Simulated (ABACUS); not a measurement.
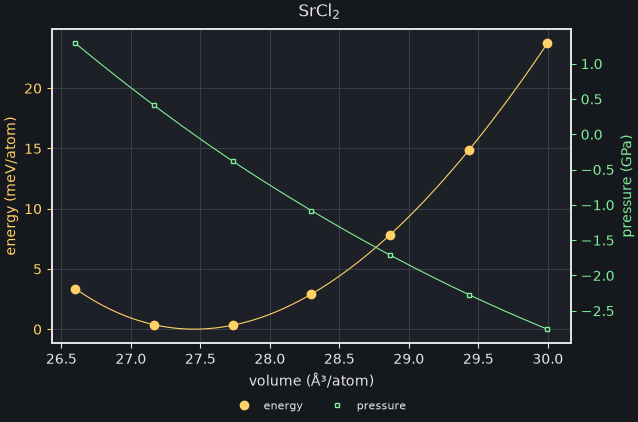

Plotted: energy and pressure against volume for SrCl₂, space group Fm-3m (No. 225).

Cell as given: a = 4.933 Å, b = 4.933 Å, c = 4.933 Å, α = 60.00°, β = 60.00°, γ = 60.00°; 3 atoms.

Calculation (ABACUS 3.10.1): DFT in plane waves or numerical atomic orbitals with pseudopotentials, no spin polarisation; energies at scaled volumes of the given cell, shape and fractions fixed, counted from the fit's minimum, third-order Birch-Murnaghan fit. Level: PBEsol.

- k mesh: 7×7×7
- occupations: Fermi–Dirac
- smearing width: 0.05 eV
- potentials: PseudoDojo NC SR 0.4.1 PBEsol standard
- wave cutoff: 925.2 eV
- density cutoff: 3701 eV
- program settings: basis pw

**Give the fitted equation-of-state parameters.**

A third-order Birch–Murnaghan fit gives V0 = 27.46 Å³/atom, B0 = 38.1 GPa and B′ = 4.6.

**How does the pressure vary with volume?**

It falls from 1.29 GPa at volume 26.60 Å³/atom to −2.76 GPa at 30.00 Å³/atom, and changes sign near 27.46 Å³/atom.

The computed values:

| volume (Å³/atom) | energy (meV/atom) | pressure (GPa) |
| --- | --- | --- |
| 26.60 | 3.36 | 1.29 |
| 27.17 | 0.37 | 0.41 |
| 27.73 | 0.33 | −0.38 |
| 28.30 | 2.91 | −1.08 |
| 28.86 | 7.84 | −1.71 |
| 29.43 | 14.85 | −2.27 |
| 30.00 | 23.73 | −2.76 |
